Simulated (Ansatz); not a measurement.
Structure (in its standard cell), the input geometry of an electronic-structure calculation (not necessarily at equilibrium); the starting structure was generated, so it need not be a known form of this composition:

```xyz
4
Lattice="4.9066 0.0000 0.0000 0.0000 4.9066 0.0000 0.0000 0.0000 4.9066" Properties=species:S:1:pos:R:3 pbc="T T T"
Y     0.0000    0.0000    0.0000
Y     0.0000    2.4533    2.4533
Y     2.4533    0.0000    2.4533
Y     2.4533    2.4533    0.0000
```

Predict the [111] zone-axis pattern (200 kV, kinematic, B = 0.3 Å²).

Answer. The spots form a hexagonal net with both shortest vectors at d = 1.73 Å, 60.0° apart. They are -2 2 0 and -2 0 2. The pattern has symmetry 6mm. The lattice centring (F) removes all reflections that break h + k = 2n, h + l = 2n.

Strongest reflections with d > 0.80 Å, one of each family (|F|² from tabulated Gaussian fits of the electron scattering factors, times a small damping for the curvature of the Ewald sphere):

```json
{"hkl": "2 0 -2", "d (Å)": "1.735", "I (strongest = 100)": "100"}
{"hkl": "4 -2 -2", "d (Å)": "1.002", "I (strongest = 100)": "24"}
{"hkl": "4 0 -4", "d (Å)": "0.867", "I (strongest = 100)": "15"}
```

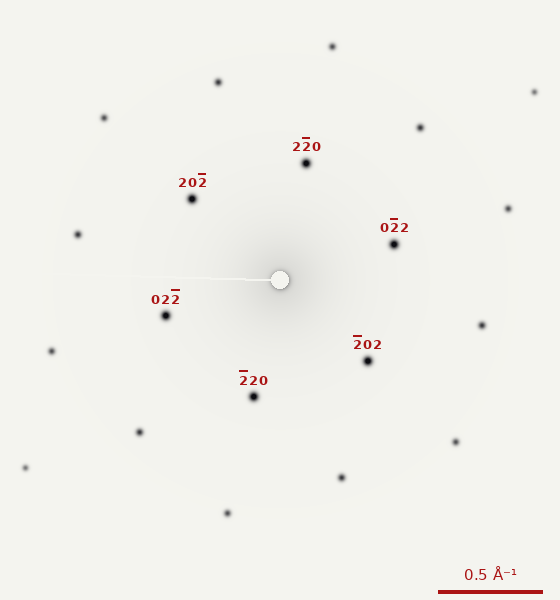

Calculated pattern, seen from the source side with [111] pointing towards the source.
